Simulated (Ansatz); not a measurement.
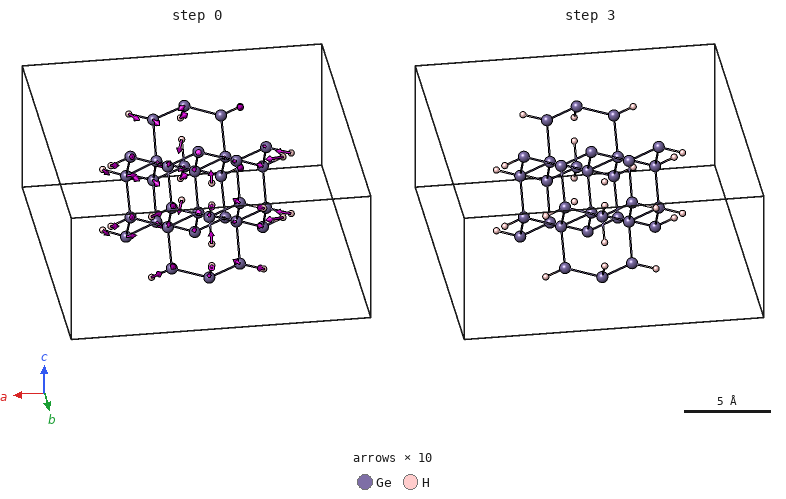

The structure of a wire of composition Ge16H12 before (left) and after (right) a relaxation, at one scale. The purple arrows give the displacements, 10 times their true length.

The picture is a ball-and-stick view of the 2 repeat of the cell, with the vacuum cut short, seen from a free direction.

Theory: DFT, PBEsol, PAW, plane waves (Ansatz).

Input file:
```yaml
crystal:
  lattice:
    - [15.414928, -15.414928, 0.000000]
    - [0.000000, 0.000000, 21.800000]
    - [-2.837796, -2.837796, 0.000000]
  atoms:
    - { symbol: Ge, position: [0.315889, 0.468178, 0.242165] }
    - { symbol: Ge, position: [0.685108, 0.468113, 0.248098] }
    - { symbol: Ge, position: [0.497827, 0.272992, 0.752366] }
    - { symbol: Ge, position: [0.500212, 0.534296, 0.757438] }
    - { symbol: Ge, position: [0.499449, 0.467543, 0.241445] }
    - { symbol: Ge, position: [0.500170, 0.726762, 0.245466] }
    - { symbol: Ge, position: [0.316727, 0.532403, 0.746922] }
    - { symbol: Ge, position: [0.683376, 0.533151, 0.755599] }
    - { symbol: Ge, position: [0.591621, 0.336000, 0.751655] }
    - { symbol: Ge, position: [0.592447, 0.598599, 0.745036] }
    - { symbol: Ge, position: [0.593230, 0.401665, 0.259022] }
    - { symbol: Ge, position: [0.591629, 0.663015, 0.250060] }
    - { symbol: Ge, position: [0.408951, 0.339052, 0.747702] }
    - { symbol: Ge, position: [0.406962, 0.597522, 0.752189] }
    - { symbol: Ge, position: [0.407060, 0.402856, 0.251193] }
    - { symbol: Ge, position: [0.407823, 0.662849, 0.246558] }
    - { symbol: H, position: [0.254744, 0.424620, 0.244458] }
    - { symbol: H, position: [0.741743, 0.426085, 0.259479] }
    - { symbol: H, position: [0.501836, 0.230108, 0.431781] }
    - { symbol: H, position: [0.498344, 0.229622, 0.071533] }
    - { symbol: H, position: [0.500299, 0.770303, 0.928826] }
    - { symbol: H, position: [0.500128, 0.770115, 0.569072] }
    - { symbol: H, position: [0.255569, 0.574132, 0.745432] }
    - { symbol: H, position: [0.742358, 0.574274, 0.754637] }
    - { symbol: H, position: [0.651232, 0.295284, 0.752610] }
    - { symbol: H, position: [0.652354, 0.703938, 0.251062] }
    - { symbol: H, position: [0.350533, 0.295497, 0.742029] }
    - { symbol: H, position: [0.349953, 0.704831, 0.256381] }
kpoints:
  mp_grid: { grid: [1, 1, 8] }
hamiltonian:
  xc: pbesol
scf:
  occupations: { method: fermi_dirac, width: 0.01 }
relax:
  f_tol: 0.03
  max_steps: 80
  escape_saddle: false
  adjacent_minimum: "off"
output:
  forces: true
  eigenvalues: true
  populations: true
```

Run as
```bash
ansatz run in.yaml --threads 8 --pin off --max-ram 118750MiB --runs-dir r --events-out ev --progress --plain --backend cuda --devices 0, --max-vram 170GiB
```

Summarise the run.

The largest move relative to the layer's centre is that of H17, 0.13 Å. Largest moves by element: H 0.13 Å, Ge 0.08 Å. The cell stays as it was. Near-neighbour distances that change, for instance: Ge1–H17 1.637 → 1.552 Å, Ge4–Ge5 2.531 → 2.452 Å, Ge6–H22 1.606 → 1.536 Å, Ge7–H23 1.614 → 1.552 Å. Among the angles between lasting bonds that change: Ge9–Ge3–H19 106.3° → 110.5°, Ge8–Ge2–H18 112.6° → 109.3°, Ge3–Ge13–H27 106.7° → 109.7°. The energy falls by 0.310 eV per cell of the calculation in 3 geometry steps. Largest force component: 0.69 eV/Å at the start, 0.0076 eV/Å at the end. Cost: 3.6 s on 1 × NVIDIA GB200 with 8 threads of Arm Neoverse-V2, peak memory 2.2 GiB.
